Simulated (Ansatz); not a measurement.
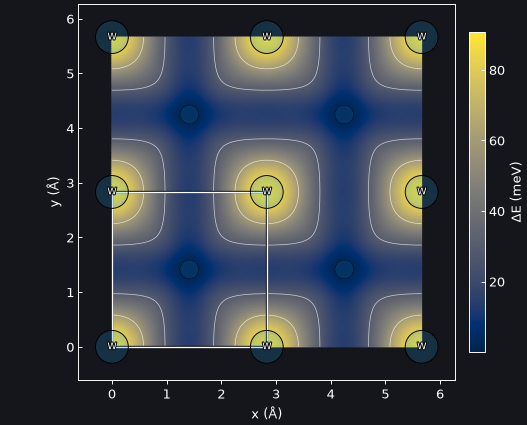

Si on a W(100) slab cut from the Fm-3m phase, its upper half relaxed before the scan (12 atoms of substrate and one adsorbate in a 2 × 2 cell). Si is moved over the surface cell at a fixed height above a rigid substrate; the origin of the map has the adsorbate above W9; the height is held at 2.50 Å. Places are given modulo a cell vector. The map is drawn in real space over the plane of the surface. The scan uses a 6 × 6 grid; 10 points were computed and 26 follow by symmetry. Places are given in fractions of the 1 × 1 surface cell. Energies are in meV, from the lowest grid point. The runs have no spin polarisation, so an open-shell adsorbate far from the surface lies too high. At a fixed height the lowest place need not be the adsorption site. Theory: DFT PBE+D3(BJ), scalar-relativistic, plane waves, PAW in Ansatz 0.2.0. Settings: cutoff 420 eV, k-mesh 5×5×1, gaussian smearing 0.1 eV, no spin polarisation.

In the figure: a smooth colour map with a few white contour lines, labelled circles for the atoms of the top layer and small ones for the second layer, the outline of one cell of the 2 × 2 shown. Between grid points the surface is interpolated.

The lowest grid point is at a fourfold hollow over a second-layer W atom, (3/6, 3/6) of the cell vectors. The highest grid point, the top site over a surface W atom, (0/6, 0/6) of the cell vectors, lies 91 meV above the lowest. On the interpolated surface the easiest way out of the lowest well to its copy in the next cell or period passes a barrier of about 15 meV. At the lowest point the adsorbate has 4 W at 3.20 Å as nearest neighbours, at the highest 1 W at 2.50 Å.

The system is changed to Si on a Ta(100) slab cut from the Fm-3m phase, its upper half relaxed before the scan (12 atoms of substrate and one adsorbate in a 2 × 2 cell); all else is set up alike.

Question: What will the new map look like?

Answer: The minimum (interpolated where it lies between grid points) moves from a fourfold hollow over a second-layer W atom, (3/6, 3/6) of the cell vectors to about (0.36, 0.36) of the cell vectors. The span from the lowest to the highest grid point grows from 91 to 148 meV. The easiest pass out of the lowest well goes from about 15 to about 3.7 meV on the interpolated surfaces. In the new map: at the lowest point the adsorbate has 1 Ta at 2.86 Å as nearest neighbours, at the highest 1 Ta at 2.50 Å.

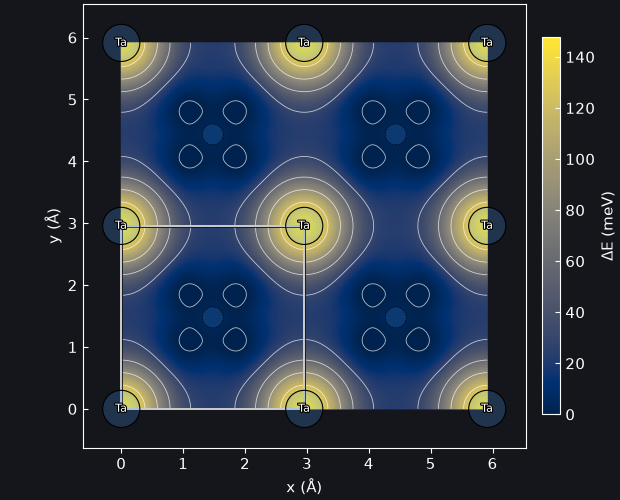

The map after the change, on a colour scale of its own. Drawn: a smooth colour map with a few white contour lines, labelled circles for the atoms of the top layer and small ones for the second layer, the outline of one cell of the 2 × 2 shown. Between grid points the surface is interpolated.

PAW datasets: the set soft_1.
